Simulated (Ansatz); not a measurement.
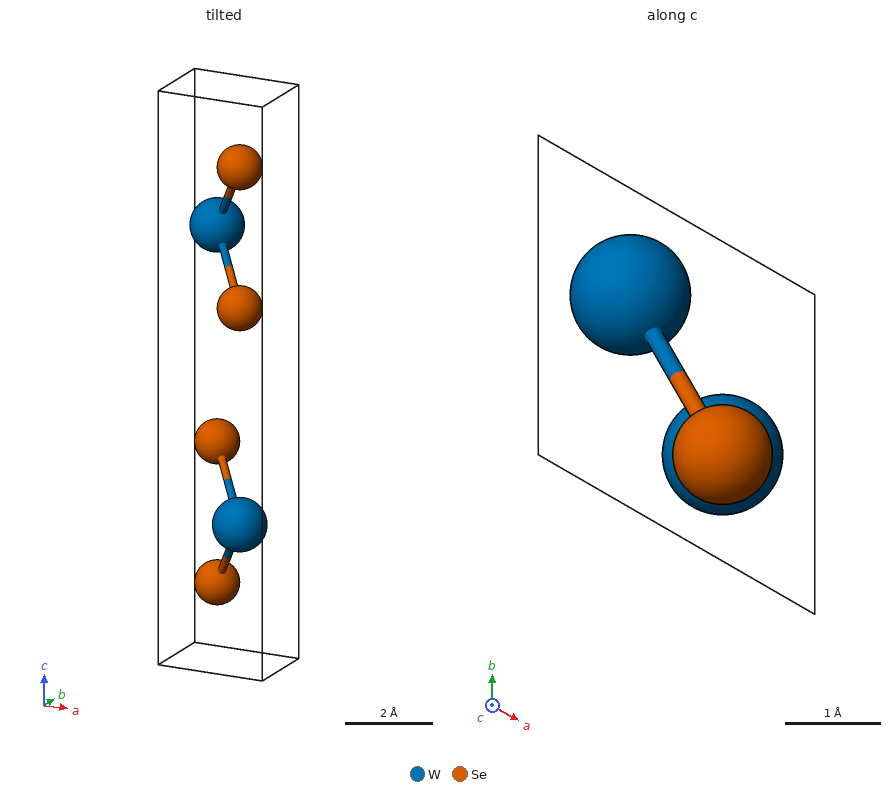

The crystal in a ball-and-stick representation, seen slightly off an axis and along the c axis. Atoms at the boundary of the conventional unit cell (the box) are drawn once for each face, edge or corner they touch.

WSe2, 2H molybdenite (MoS₂) type, space group P6_3/mmc (No. 194), a = 3.363 Å, b = 3.363 Å, c = 13.402 Å, α = 90.00°, β = 90.00°, γ = 120.00°. The initial geometry was a structure listed in the Materials Project. The cell was then strained or its atoms displaced on purpose. It was run through Ansatz as a DFT input.

This one geometry was computed with Ansatz (DFT, plane waves, PAW) at three levels of theory: PBE, r2SCAN and HSE06.

Q: Which level gives the highest pressure at this volume, and what does that say about its equilibrium volume?

A: Highest: PBE (0.0 GPa), which points to the largest equilibrium volume. Lowest, with the smallest volume: HSE06 (-4.1 GPa). Levels within 0.5 GPa of each other can't be told apart.

Q: How does the band gap change with the level of theory?

A: PBE: a gap of 1.00 eV, indirect; r2SCAN: a gap of 1.07 eV, indirect; HSE06: a gap of 1.42 eV, indirect.

Q: Collect the results in a table.

A:
| level | cutoff (eV) | k-mesh of the run's cell | gap (eV) | pressure (GPa) |
| --- | --- | --- | --- | --- |
| PBE | 420 | 12×12×2 | 1.00 | 0.0 |
| r2SCAN | 500 | 12×12×2 | 1.07 | -2.1 |
| HSE06 | 420 | 6×6×2 | 1.42 | -4.1 |

Gaps are taken on the k-mesh or band path of each run.
